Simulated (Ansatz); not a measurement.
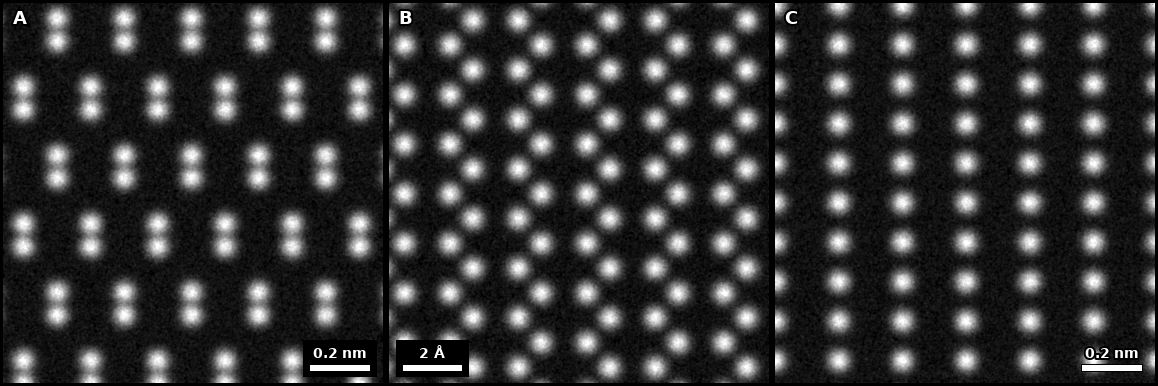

Three views of Rh (P6_3/mmc, No. 194) along different zone axes. Simulation: incoherent imaging, intensity Z^1.6 per atom, probe width 0.50 Å, thin sample. The display is stretched by a gamma of 0.65; percentages refer to the linear signal. Shot noise was added. Model: the end point of a relaxation with Ansatz, DFT, r2SCAN, plane waves (500 eV) with PAW, scalar-relativistic; the starting structure was generated, so it need not be a known form of this composition.

```cif
data_structure
_symmetry_space_group_name_H-M 'P6_3/mmc'
_symmetry_Int_Tables_number 194
_cell_length_a 2.7035
_cell_length_b 2.7035
_cell_length_c 4.3569
_cell_angle_alpha 90.000
_cell_angle_beta 90.000
_cell_angle_gamma 120.000
_cell_volume 27.58
loop_
_atom_site_label
_atom_site_type_symbol
_atom_site_symmetry_multiplicity
_atom_site_Wyckoff_symbol
_atom_site_fract_x
_atom_site_fract_y
_atom_site_fract_z
_atom_site_occupancy
Rh1 Rh 2 c 0.33333 0.66667 0.25000 1
```

> Match the panels to the zone axes [101], [201] and [210].

A is [101]: projected cell 2.30 × 2.61 Å, 116°, plane group c2mm. B is [201]: projected cell 1.70 × 2.49 Å, 110°, plane group c2mm. C is [210]: projected cell 1.35 × 2.18 Å, 90°, plane group p2mm.
